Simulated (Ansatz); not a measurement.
Band-structure calculation, with input and output: Ta₂N

System: Ta₂N (P-31m, 9 atoms in the cell).
Method: DFT PBEsol, scalar-relativistic, plane waves, PAW, no spin polarisation (Ansatz 0.2.0).

The structure derives from a Materials Project entry. Figures and captions count atoms from 1; the log counts them from 0 in places.

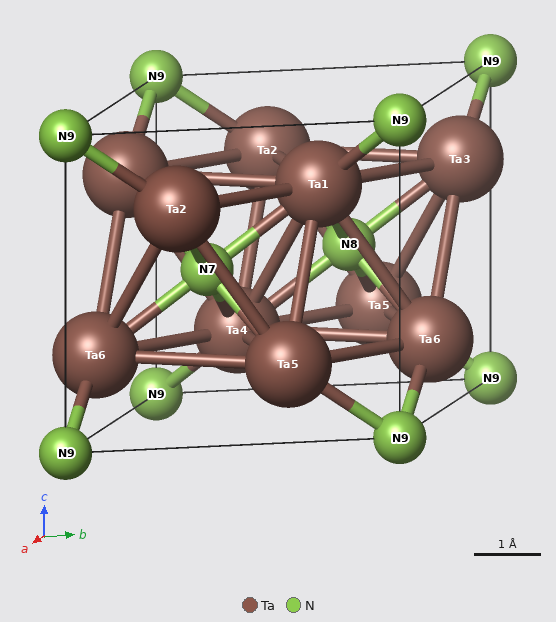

*The structure as given in the input (ball-and-stick view of the cell of the calculation, seen slightly off an axis; atoms are numbered from 1 in the order of the input). An atom can appear more than once, as a periodic image.*

Near neighbours in the periodic cell (some may lie outside the picture): Ta has 3 N at 2.13 to 2.15 Å and 12 Ta at 3.00 to 3.04 Å; N has 6 Ta at 2.13 to 2.15 Å.

**Key numbers**

- outcome: converged
- space group (tolerance 0.01 Å): P-31m (162)
- electrons treated: 93
- free energy: −59983.9390 eV
- Fermi energy: 20.095 eV
- gap on the k-point mesh: none (metallic)
- pressure: −0.05 GPa
- largest force (length of the vector): under 0.001 eV/Å
- hardware: 2 threads of Arm Neoverse V1, 24 GiB of memory available, shared host
- wall time: 3.8 min (CPU time 7.5 min)
- peak memory: 1.8 GiB

**Notes**

Spin–orbit coupling is left out, which matters for Ta. The cell holds an odd number of electrons but the run has no spin polarisation, so a band is left half filled.

**Input**
```yaml
crystal:
  lattice:
    - [5.2640977931, 0.0, 0.0]
    - [-2.6320488966, 4.5588424169, 0.0]
    - [0.0, 0.0, 4.9126020588]
  atoms:
    - { symbol: Ta, position: [0.6668041056, 0.6668041056, 0.7527922739] }
    - { symbol: Ta, position: [0.0, 0.3331958944, 0.7527922739] }
    - { symbol: Ta, position: [0.3331958944, 0.0, 0.7527922739] }
    - { symbol: Ta, position: [0.3331958944, 0.3331958944, 0.2472077261] }
    - { symbol: Ta, position: [0.0, 0.6668041056, 0.2472077261] }
    - { symbol: Ta, position: [0.6668041056, 0.0, 0.2472077261] }
    - { symbol: "N", position: [0.6666666667, 0.3333333333, 0.5] }
    - { symbol: "N", position: [0.3333333333, 0.6666666667, 0.5] }
    - { symbol: "N", position: [0.0, 0.0, 0.0] }
basis:
  ecutwfc: 420
kpoints:
  mp_grid: { grid: [12, 12, 8] }
  band_path:
    path:
      - [[0.0, 0.0, 0.0], [0.5, 0.0, 0.0], [0.33333333, 0.33333333, 0.0], [0.0, 0.0, 0.0], [0.0, 0.0, 0.5], [0.5, 0.0, 0.5], [0.33333333, 0.33333333, 0.5], [0.0, 0.0, 0.5]]
      - [[0.5, 0.0, 0.5], [0.5, 0.0, 0.0]]
      - [[0.33333333, 0.33333333, 0.5], [0.33333333, 0.33333333, 0.0], [0.33333333, 0.33333333, -0.5]]
    npoints: 14
hamiltonian:
  xc: pbesol
scf:
  occupations: { method: gaussian, width: 0.1 }
  n_extra_bands: 22
output:
  forces: true
  stress: true
  eigenvalues: true
  populations: true
  dos: { projected: true, de: 0.02, nscf_kmesh: { grid: [18, 18, 12] } }
  bader: true
  write_density: true
  write_potential: true
  elf: true
  volumetric_format: npy
```

Launch command:
```bash
ansatz run input.yaml --threads 2 --pin off --max-ram 5120MiB --backend cpu --events-out ev --progress --plain --runs-dir out
```

**Log**
```
scf.n_extra_bands = 22 over 47 filled bands (N_el = 93.0): the run solves 69 bands
Engine: ansatz 0.2.0, aarch64-unknown-linux-gnu
Pseudopotentials: kind: paw
Pseudopotential: Ta, paw, valence charge 13, recommended cutoff 420 eV (normal), Ta.paw.azcp
Pseudopotential: N, paw, valence charge 5, recommended cutoff 420 eV (normal), N.paw.azcp
Functional definition: PBEsol
  exchange = pbesol_x
  correlation = pbesol_c
Crystal: 9 atoms, lattice volume = 117.894 Å³
Basis set: ecut = 420 eV, 2303 PW (Γ), exchange–correlation on 72×72×72 points (8 copies of the dense FFT grid, shifted against one another)
Bands: 69, of which v1, the nominal top of the filled ones, is band 47 counted from 1 (46 counted from 0)
Symmetry: 12 space group operations
Space group: P-31m (ITA 162), of the structure as read, at distance tolerance 4.9e-5 Å
k-points: 131 of 1152
Non-local potential: Ta, projectors of the file, l = 0: 3, l = 1: 2, l = 2: 2, l = 3: 1
Non-local potential: N, projectors of the file, l = 0: 2, l = 1: 2, l = 2: 1
PAW form: soft (Blöchl's): semilocal exchange-correlation on the pseudo side does not see the compensation charge
PAW frozen core: Ta, regenerated for the run's functional, and the local potential with it (the file was generated under x = pbe(κ = 0.804, μ = 0.2195149727645171), c = pbe(β = 0.06672455060314922))
PAW frozen core: N, regenerated for the run's functional, and the local potential with it (the file was generated under x = pbe(κ = 0.804, μ = 0.2195149727645171), c = pbe(β = 0.06672455060314922))
PAW one-centre angular grid: Ta, 590 points (default); XC on 64 Gauss nodes
PAW one-centre angular grid: N, 110 points (default); XC on 64 Gauss nodes
Initial density: superposition of atomic densities (neutral atoms: chi_scale 0, normalization atom), corrected by the library's trained network
Initial wavefunctions: pseudopotential atomic-orbital guess
Functional: x = pbesol(κ = 0.804, μ = 0.12345679012345678), c = pbesol(β = 0.046)
SCF iter   1: F=—  HF=-59983.960074 eV  |F-HF|=—  |Δ(HF+E_count)|=         —  Δρ=9.65e-3  dr2=9.37e-2  ethr=1.77e-3  ⟨swp⟩=5.0  Hψ=35032  notcnv=0  defer=454
preconditioner: auto → Kerker (q_TF=auto, 2.623 Å⁻¹)  [metal: Δε(μ)=0.015 eV  Ē_g=9.852 eV  σ=0.100 eV  W_gap=0.08  n_scr=28 (ndim 8)  ℏωp=22.9 eV  f_vac=0.000  D(μ)=2.66/eV (n_scr^D=20)]
SCF iter   2: F=—  HF=-59983.945373 eV  |F-HF|=—  |Δ(HF+E_count)|=   1.47e-2  Δρ=5.05e-3  dr2=2.85e-2  ethr=1.01e-4  ⟨swp⟩=1.0  Hψ=10480  notcnv=0  defer=526
SCF iter   3: F=—  HF=-59983.939365 eV  |F-HF|=—  |Δ(HF+E_count)|=   6.01e-3  Δρ=8.57e-4  dr2=1.39e-3  ethr=3.06e-5  ⟨swp⟩=2.0  Hψ=9977  notcnv=0  defer=526
SCF iter   4: F=—  HF=-59983.939008 eV  |F-HF|=—  |Δ(HF+E_count)|=   3.58e-4  Δρ=1.57e-4  dr2=2.98e-5  ethr=1.49e-6  ⟨swp⟩=2.0  Hψ=9575  notcnv=0  defer=526
SCF iter   5: F=—  HF=-59983.939022 eV  |F-HF|=—  |Δ(HF+E_count)|=   1.45e-5  Δρ=3.05e-5  dr2=1.86e-6  ethr=3.20e-8  ⟨swp⟩=2.0  Hψ=9971  notcnv=0  defer=526
SCF iter   6: F=-59983.939022 eV  HF=-59983.939022 eV  |F-HF|=3.96e-8  |Δ(HF+E_count)|=   4.62e-7  Δρ=5.78e-6  dr2=5.56e-8  ethr=1.08e-10  ⟨swp⟩=12.3  Hψ=65093  notcnv=0
SCF 1 converged in 6 iterations: F = -59983.939022 eV  dr2 = 5.56e-8
  greatest PAW one-centre occupation: 1.000 electrons in one spin orbital (limit 2), on the Ta atom at site 5 (counted from 0), in its partial waves of l = 0
NSCF: frozen V_eff on 143 k-points
NSCF: frozen V_eff on 394 k-points
SCF converged after 6 iterations
Free energy (F): -59983.939022 eV
Harris-Foulkes:  -59983.939022 eV  (|F-HF|=3.96e-8)
Internal energy: -59983.925554 eV  (E = F + TS)
E sigma→0 (E₀):  -59983.932288 eV
Entropy (-TS):   -0.013467 eV (-1.496 meV/atom)
Fermi energy:    20.095115 eV
--- Per-component energies (eV) ---
  E_band       = -480.383371
  E_kinetic    = 2602.645651
  E_local      = -3592.818631  (includes V_loc(G=0)·N_el)
  E_nonlocal   = 239.865870
  E_hartree    = 1240.661070
  E_xc         = -1486.816698
  E_vxc        = -1459.215570  (∫ρ·V_xc dr)
  E_paw        = -50004.939748  (= ΣΔE_a)
  E_vpaw       = -752.186440  (= ΣTr[D̂ρ^β])
  E_aug_tail   = 0.001243  (compensation charges beyond the density's cutoff)
  E_ewald      = -8983.890487
  E_core_change = 1.366175  (= ΣΔE_core)
  E_smearing   = -0.013467  (= −TS)
  E_closure    = -0.000000  (closes the sum)
  Σ components = -59983.939022   (vs F -59983.939022, Δ=0.00e0)
--- Forces (eV/Å), atoms counted from 1 ---
  atom   1  Ta    -0.00004946    -0.00008567    -0.00034250
  atom   2  Ta    -0.00004946     0.00008567    -0.00034250
  atom   3  Ta     0.00009892     0.00000000    -0.00034250
  atom   4  Ta     0.00004946     0.00008567     0.00034250
  atom   5  Ta     0.00004946    -0.00008567     0.00034250
  atom   6  Ta    -0.00009892    -0.00000000     0.00034250
  atom   7  N     -0.00000000    -0.00000000    -0.00000000
  atom   8  N      0.00000000     0.00000000     0.00000000
  atom   9  N     -0.00000000    -0.00000000     0.00000000
  max |Σ_I F_I| component: 2.31e-17 eV/Å
--- Stress (GPa, compression-positive) ---
       -0.049547      -0.000000      -0.000000
       -0.000000      -0.049547       0.000000
       -0.000000       0.000000      -0.048679
  P = ⅓ Tr σ = -0.0493 GPa (-0.493 kbar)
--- Band table (eV; the first three rows and the last of 131) ---
  k-point 0: bands = ["-48.2202", "-48.1387", "-48.1238", "-48.1238", "-48.1234", "-48.1234", "-15.5766", "-15.1704", "-14.9925", "-14.9925", "-14.9759", "-14.9759", "-14.9310", "-14.8418", "-14.8072", "-14.7054", "-14.7054", "-14.6851", "-14.6851", "-14.4119", "-14.4119", "-14.3042", "-14.3042", "-14.2560", "2.2389", "3.7039", "4.3496", "11.4048", "12.7893", "12.7893", "13.0519", "13.0519", "13.7192", "13.7192", "13.8339", "14.0455", "14.1493", "16.8843", "17.3957", "17.3957", "18.0802", "18.0802", "18.4495", "19.2433", "19.6076", "19.6076", "19.7208", "19.9659", "19.9659", "20.8030", "20.8030", "21.8575", "21.8575", "23.0738", "23.1260", "23.7119", "23.7119", "23.8305", "23.8305", "24.1432", "24.3391", "24.3391", "24.8257", "25.6847", "26.1590", "26.2961", "26.2961", "27.7282", "29.4082"]
  k-point 1: bands = ["-48.2171", "-48.1418", "-48.1241", "-48.1241", "-48.1231", "-48.1231", "-15.5442", "-15.1576", "-15.0908", "-15.0908", "-14.9146", "-14.9069", "-14.9069", "-14.8621", "-14.8210", "-14.7506", "-14.7506", "-14.6153", "-14.6153", "-14.4036", "-14.4036", "-14.3041", "-14.3041", "-14.2921", "2.3199", "3.7106", "4.2712", "11.4566", "12.3447", "12.3447", "13.4161", "13.4161", "13.6387", "13.7785", "13.7785", "13.8126", "14.6564", "16.9721", "17.4778", "17.4778", "18.0710", "18.0710", "18.3888", "19.1232", "19.3585", "19.3585", "19.6951", "20.1840", "20.1840", "21.0325", "21.0325", "21.7826", "21.7826", "22.6475", "23.1753", "23.6091", "23.6091", "23.8333", "23.8333", "24.4334", "24.4358", "24.4514", "24.4514", "25.4969", "26.1946", "26.1946", "26.6152", "27.5579", "28.8549"]
  k-point 2: bands = ["-48.2083", "-48.1506", "-48.1244", "-48.1244", "-48.1228", "-48.1228", "-15.4529", "-15.1841", "-15.1841", "-15.1214", "-14.9302", "-14.9263", "-14.9263", "-14.8598", "-14.8580", "-14.7140", "-14.7140", "-14.5526", "-14.5526", "-14.3902", "-14.3846", "-14.3846", "-14.3007", "-14.3007", "2.5491", "3.7269", "4.0483", "11.5999", "11.8873", "11.8873", "13.2520", "13.4371", "13.4371", "13.7638", "14.1687", "14.1687", "15.3474", "17.2076", "17.6497", "17.6497", "18.0961", "18.0961", "18.2530", "18.8026", "19.0256", "19.0256", "19.4789", "20.5022", "20.5022", "21.5170", "21.5170", "21.7498", "21.7498", "21.8813", "23.1731", "23.1731", "23.3478", "23.8446", "23.8446", "24.0469", "24.7241", "24.7241", "24.9396", "25.3783", "25.9789", "25.9789", "26.4515", "27.1733", "28.1604"]
  k-point 130: bands = ["-48.1641", "-48.1641", "-48.1638", "-48.1211", "-48.1203", "-48.1203", "-15.3059", "-15.3059", "-15.2334", "-15.0141", "-14.9185", "-14.9185", "-14.8973", "-14.8973", "-14.8630", "-14.6688", "-14.6045", "-14.6045", "-14.5500", "-14.5500", "-14.4679", "-14.3473", "-14.2998", "-14.2998", "3.4345", "3.4345", "3.4814", "11.5679", "11.8175", "11.8175", "13.3211", "13.3211", "13.8674", "14.0646", "14.2754", "14.2754", "15.8813", "16.2417", "16.2417", "16.6205", "17.1535", "17.1535", "18.2510", "18.2510", "18.5796", "20.1597", "20.1597", "20.8251", "21.8212", "22.2477", "22.2477", "22.6842", "22.6842", "22.7572", "23.5593", "23.5593", "23.6355", "23.7937", "23.7937", "24.5044", "24.6738", "24.6738", "24.7302", "24.8402", "24.8402", "25.6990", "26.6402", "26.6402", "26.6820"]
--- Löwdin populations: 9 sites ---
  site symbol       q [e]
     0     Ta     12.5992
     1     Ta     12.5992
     2     Ta     12.5992
     3     Ta     12.5992
     4     Ta     12.5992
     5     Ta     12.5992
     6      N      5.6072
     7      N      5.6072
     8      N      5.5753
  spilling = 0.006616 (of n_electrons = 93.000000)
--- Bader charges: 9 sites ---
  site symbol  charge [e]  shift [e]
     0     Ta      0.8915     0.0000
     1     Ta      0.8915     0.0000
     2     Ta      0.8915     0.0000
     3     Ta      0.8915     0.0000
     4     Ta      0.8915     0.0000
     5     Ta      0.8915     0.0000
     6      N     -1.7751     0.0002
     7      N     -1.7753     0.0002
     8      N     -1.7985     0.0005
  estimated error of the sums over rays = 7.5e-4 e
```

**File bader_charges.tsv**
```
# site	symbol	x_ang	y_ang	z_ang	partial_charge_e	electrons	volume_ang3	relative_density_drop	shared_charge_e	partial_wave_shift_e
# quadrature_error_electrons = 7.5e-4
0	Ta	1.7551	3.0399	3.6982	0.89150	72.10850	14.98	-	0.89150	0.00002
1	Ta	-0.8770	1.5190	3.6982	0.89147	72.10853	14.98	-	0.89147	0.00002
2	Ta	1.7540	0.0000	3.6982	0.89148	72.10852	14.98	-	0.89148	0.00002
3	Ta	0.8770	1.5190	1.2144	0.89147	72.10853	14.98	-	0.89147	0.00002
4	Ta	-1.7551	3.0399	1.2144	0.89150	72.10850	14.98	-	0.89150	0.00002
5	Ta	3.5101	0.0000	1.2144	0.89153	72.10847	14.98	-	0.89153	0.00002
6	N	2.6320	1.5196	2.4563	-1.77513	8.77513	9.40	-	-1.77513	0.00017
7	N	0.0000	3.0392	2.4563	-1.77526	8.77526	9.40	-	-1.77526	0.00017
8	N	0.0000	0.0000	0.0000	-1.79855	8.79855	9.21	-	-1.79855	0.00049
```

**File populations.tsv**
```
# site	symbol	l	j	q
# orbitals = lowdin
# n_electrons = 93.000000
# spilling = 0.006616
0	Ta	0_5S	-	1.952411
0	Ta	0_6S	-	0.682128
0	Ta	1_5P	-	5.985397
0	Ta	2_5D	-	3.979231
1	Ta	0_5S	-	1.952411
1	Ta	0_6S	-	0.682128
1	Ta	1_5P	-	5.985397
1	Ta	2_5D	-	3.979231
2	Ta	0_5S	-	1.952411
2	Ta	0_6S	-	0.682128
2	Ta	1_5P	-	5.985397
2	Ta	2_5D	-	3.979231
3	Ta	0_5S	-	1.952411
3	Ta	0_6S	-	0.682128
3	Ta	1_5P	-	5.985397
3	Ta	2_5D	-	3.979231
4	Ta	0_5S	-	1.952411
4	Ta	0_6S	-	0.682128
4	Ta	1_5P	-	5.985397
4	Ta	2_5D	-	3.979231
5	Ta	0_5S	-	1.952411
5	Ta	0_6S	-	0.682128
5	Ta	1_5P	-	5.985397
5	Ta	2_5D	-	3.979231
6	N	0_2S	-	1.454238
6	N	1_2P	-	4.152964
7	N	0_2S	-	1.454238
7	N	1_2P	-	4.152964
8	N	0_2S	-	1.419976
8	N	1_2P	-	4.155283
```

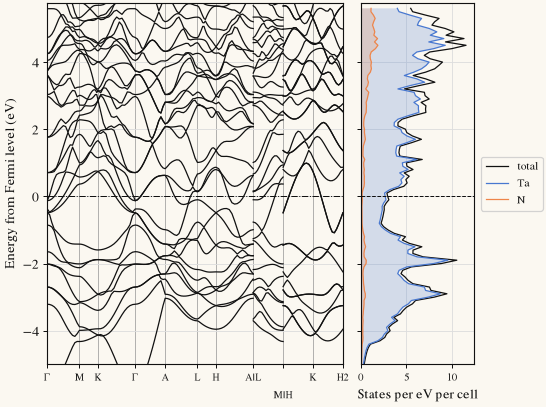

*Band structure along Γ–M–K–Γ–A–L–H–A|L–M|H–K–H2 and density of states (projected on Löwdin-orthogonalised atomic shells), with energies from the Fermi level.*

Bands cross the Fermi level: a metal at this level of theory.

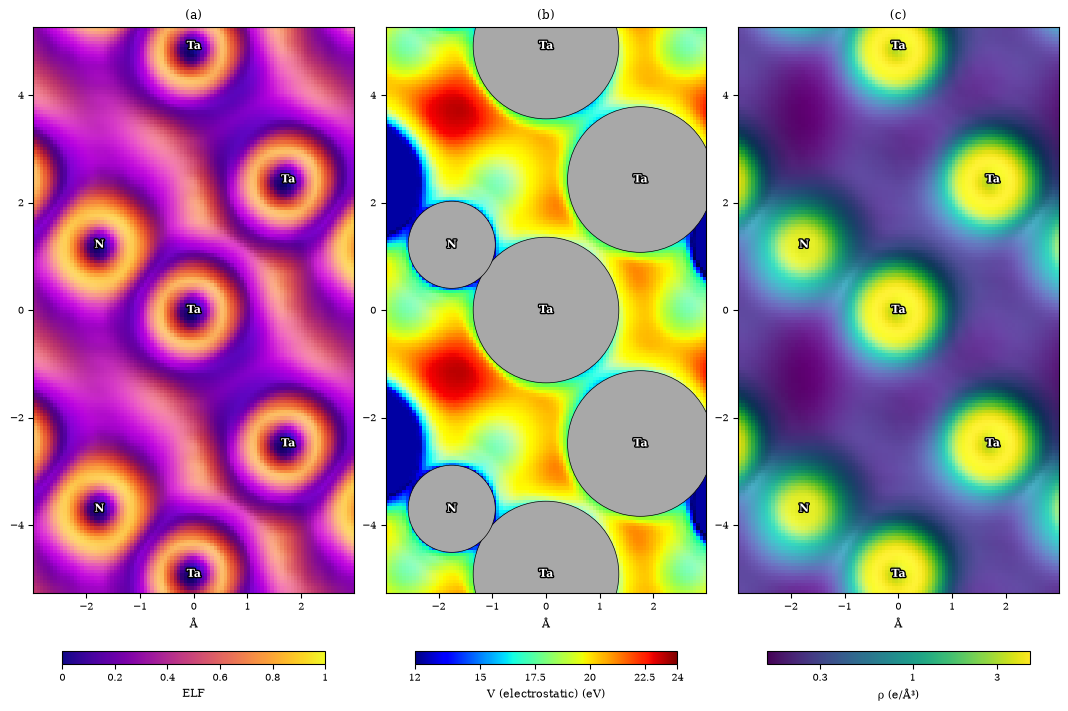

*(a) ELF; (b) electrostatic potential energy of an electron; (c) valence charge density (pseudo) on the (100) plane of the conventional cell. Grey discs, where drawn, cover atomic cores.*

The section cuts through Ta and N sites. Ta–N (2.13 Å): the density is about 0.65 e/Å³ at the midpoint; the ELF peaks at about 0.80 in the valence shell of N, 0.6 Å from its nucleus, and drops to about 0.20 between the two atoms; no shared pair; the contact is polar. Ta–Ta (3.00 Å): ρ at the midpoint is about 0.29 e/Å³; the ELF is about 0.40 at the midpoint; no localised pair between them. Ta–Ta (3.04 Å): ρ is about 0.24 e/Å³ halfway; the ELF is about 0.15 at the midpoint (no localised pair between them). Away from the nuclei the density in this plane falls to 0.15 e/Å³ at its lowest. The strong features right at Ta lie inside the PAW spheres (semicore, d or f shells) and say nothing about bonding. Outside the cores the potential energy rises away from the atoms and is highest about 2.1 Å from the nearest atoms; outside the discs it spans about 11 eV, and its zero is arbitrary. In a PAW calculation such maps are meaningful between the atoms, not at the nuclei.

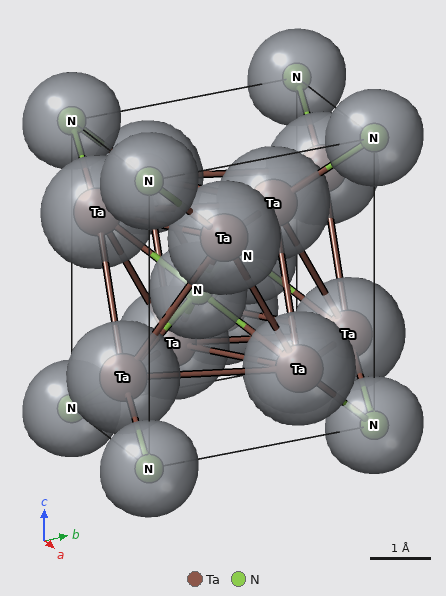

*Isosurface of the valence electron density at 0.8 e/Å³ (grey), seen slightly off an axis. Sticks mark near contacts. The outline is the cell set on symmetry axes.*

At this value the density breaks into separate islands; it holds about 65 % of the electrons treated as valence (semicore included). It is pinched off along the Ta–N (2.13 Å), Ta–Ta (3.00 Å) and Ta–Ta (3.04 Å) contacts. On the grid the lowest density along these lines, outside the cores, is 0.64 e/Å³ (Ta–N, 2.13 Å), 0.26 e/Å³ (Ta–Ta, 3.00 Å) and 0.25 e/Å³ (Ta–Ta, 3.04 Å).

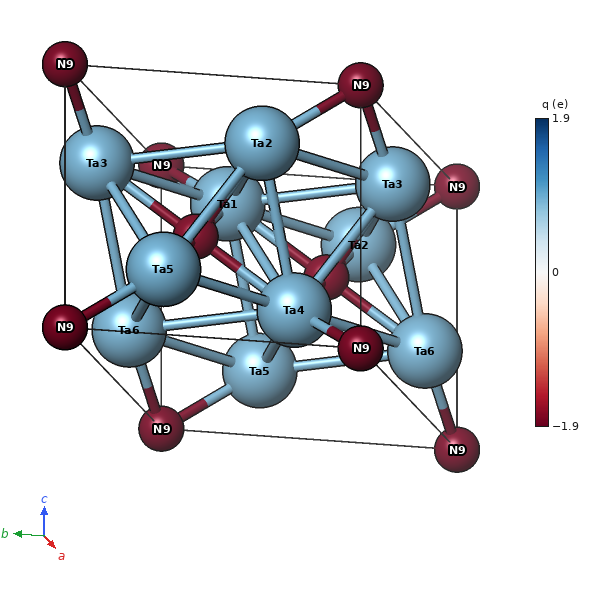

*Bader charges, as the colour of each atom (ball-and-stick view of the cell of the calculation, seen at an oblique angle; atoms are numbered from 1 in the order of the input).*

By element: Ta +0.89 and N −1.80 to −1.78 e.
